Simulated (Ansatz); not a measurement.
Given this structure:

```yaml
crystal:
  lattice:
    - [2.97450, 0.00000, 0.00000]
    - [-1.48725, 2.57600, 0.00000]
    - [0.00000, 0.00000, 5.35781]
  atoms:
    - { symbol: Al, position: [0.66667, 0.33333, 0.01392] }
    - { symbol: Al, position: [0.33333, 0.66667, 0.51392] }
    - { symbol: N, position: [0.66667, 0.33333, 0.61108] }
    - { symbol: N, position: [0.33333, 0.66667, 0.11108] }
```

Characterise the structure given above.

Answer. It has the composition AlN. It belongs to space group P6_3mc (No. 186) and has a primitive hexagonal lattice. Content of the cell: 2 Al, 2 N (Z = 2). Each Al has four N in a distorted tetrahedral arrangement at 1.79 to 2.16 Å. Around each N lie four Al in a distorted tetrahedral arrangement at 1.79 to 2.16 Å. The bonds build a three-dimensional framework.

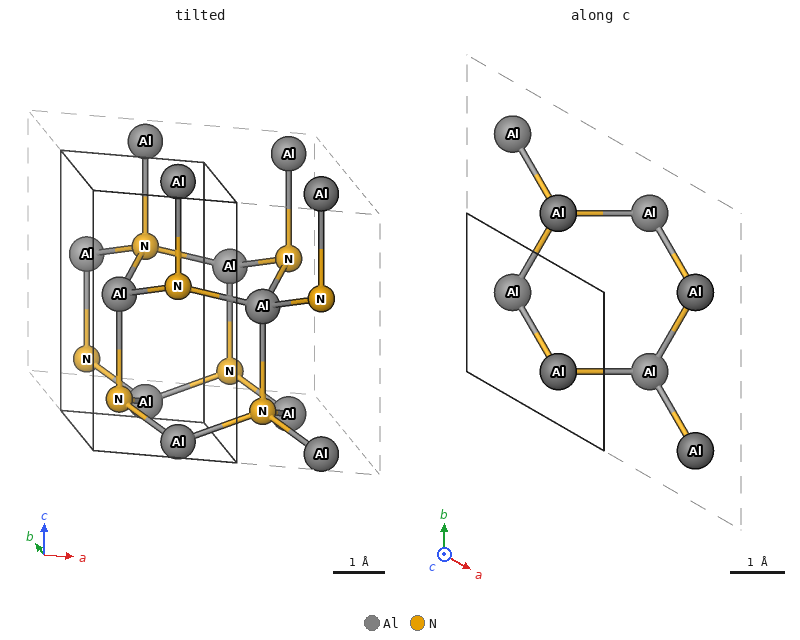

This ball-and-stick model is shown slightly off an axis and along the c axis. A 2×2×1 array of cells is drawn; the conventional unit cell has the solid edges. Colours: aluminium grey, nitrogen orange.

Its origin is a structure listed in the Materials Project, with elements exchanged, so it need not be a known form of the compound. The cell was then strained or its atoms displaced on purpose. It went into a calculation with Ansatz.

At this level of theory the cell isn't at rest (compressed, at 18 GPa and forces up to 1.6 eV/Å), so its distances can differ from those at equilibrium, the more so the softer the solid.
